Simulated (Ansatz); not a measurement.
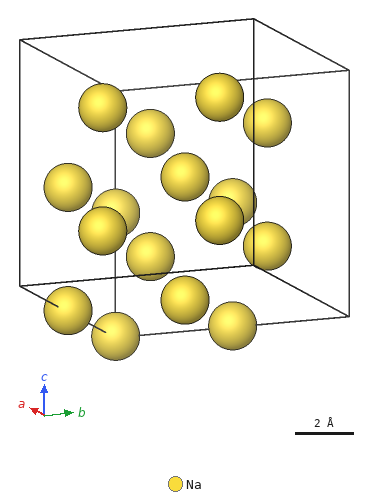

Starting frame of a dynamics run of a 16-atom cell of Na. The cell was cut from the bcc crystal. Style: spheres-only. Shown: the simulation cell, from a free direction.

Method: Ansatz, DFT PBEsol, scalar-relativistic, plane waves, PAW.

Input file:
```yaml
crystal:
  lattice:
    - [8.73309, 0.0, 0.0]
    - [0.0, 8.73309, 0.0]
    - [0.0, 0.0, 8.73309]
  atoms:
    - { symbol: Na, position: [0.0, 0.0, 0.0] }
    - { symbol: Na, position: [0.5, 0.0, 0.0] }
    - { symbol: Na, position: [0.0, 0.5, 0.0] }
    - { symbol: Na, position: [0.0, 0.0, 0.5] }
    - { symbol: Na, position: [0.25, 0.25, 0.25] }
    - { symbol: Na, position: [0.5, 0.5, 0.0] }
    - { symbol: Na, position: [0.5, 0.0, 0.5] }
    - { symbol: Na, position: [0.75, 0.25, 0.25] }
    - { symbol: Na, position: [0.0, 0.5, 0.5] }
    - { symbol: Na, position: [0.25, 0.75, 0.25] }
    - { symbol: Na, position: [0.25, 0.25, 0.75] }
    - { symbol: Na, position: [0.5, 0.5, 0.5] }
    - { symbol: Na, position: [0.75, 0.75, 0.25] }
    - { symbol: Na, position: [0.75, 0.25, 0.75] }
    - { symbol: Na, position: [0.25, 0.75, 0.75] }
    - { symbol: Na, position: [0.75, 0.75, 0.75] }
basis:
  ecutwfc: 420.0
kpoints:
  mp_grid: { grid: [1, 1, 1] }
hamiltonian:
  xc: pbesol
scf:
  occupations: { method: fermi_dirac, width: 0.1 }
  lower_state_search: "off"
md:
  timestep: 2
  n_steps: 600
  ensemble: nvt_langevin
  temperature: 300.0
  initial_velocities: maxwell_boltzmann
  seed: 523254
  friction: 0.02
  temperature_schedule: [{ n_steps: 600, end_temperature: 900.0 }]
```

Command:
```bash
ansatz run input.yaml --threads 1 --pin off --max-ram 3072MiB --backend cpu --events-out ev --progress --plain --runs-dir out
```

Predict how the run goes.

Answer. Under the programmed temperature the kinetic temperature goes from 273 K (first eighth) to 784 K (last eighth), with a peak of 1121 K. The potential energy in the second half lies on average 97.8 meV per atom above the first frame. Root-mean-square distances from the starting positions over the second half, with the common drift of all atoms taken out: Na 0.74 Å. Against the typical shortest distance between atoms in the first frame, about 3.8 Å these are large excursions, but over 1.20 ps one can't yet tell strong vibration from the start of diffusion.

Along the run (each row but the first and the last is the mean over the interval that it begins):

```json
{"time (fs)": "0.0", "potential energy (meV/atom)": "0.0", "T (K)": "281"}
{"time (fs)": "150.0", "potential energy (meV/atom)": "32.5", "T (K)": "369"}
{"time (fs)": "300.0", "potential energy (meV/atom)": "63.9", "T (K)": "470"}
{"time (fs)": "450.0", "potential energy (meV/atom)": "68.4", "T (K)": "748"}
{"time (fs)": "600.0", "potential energy (meV/atom)": "94.8", "T (K)": "734"}
{"time (fs)": "750.0", "potential energy (meV/atom)": "105.2", "T (K)": "783"}
{"time (fs)": "900.0", "potential energy (meV/atom)": "111.7", "T (K)": "896"}
{"time (fs)": "1050.0", "potential energy (meV/atom)": "79.9", "T (K)": "785"}
{"time (fs)": "1200.0", "potential energy (meV/atom)": "88.5", "T (K)": "688"}
```

The paths of the atoms:

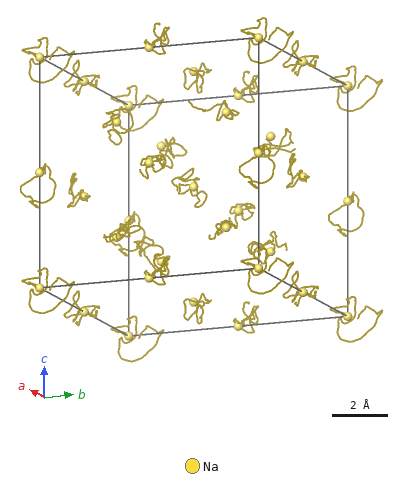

Limits of the set-up: the k-point mesh is coarse for a cell with partly filled bands.
